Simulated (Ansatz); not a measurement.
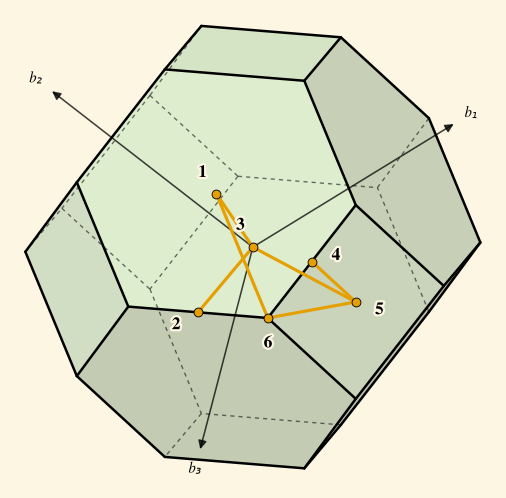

For CaSe, the input geometry of an electronic-structure calculation (not necessarily at equilibrium); the starting structure was generated, so it need not be a known form of this composition: the first Brillouin zone of a face-centred cubic lattice (cF; extended symbol cF2) is drawn with its special points numbered. The drawing is computed from the coordinates (standard cell, symmetry found to 0.002 Å).

a = 5.935 Å, b = 5.935 Å, c = 5.935 Å, α = 90.00°, β = 90.00°, γ = 90.00°.

Labels and path follow the convention of Hinuma et al. (2017), as computed by seekpath; the arrows show the directions of the reciprocal primitive vectors b₁, b₂, b₃, in which coordinates are given.

Question: Give the label and coordinates of each numbered point.

Answer:
```csv
no.,label,coordinates
1,L,"(1/2, 1/2, 1/2)"
2,K,"(3/8, 3/8, 3/4)"
3,Γ,"(0, 0, 0)"
4,U,"(5/8, 1/4, 5/8)"
5,X,"(1/2, 0, 1/2)"
6,W,"(1/2, 1/4, 3/4)"
```
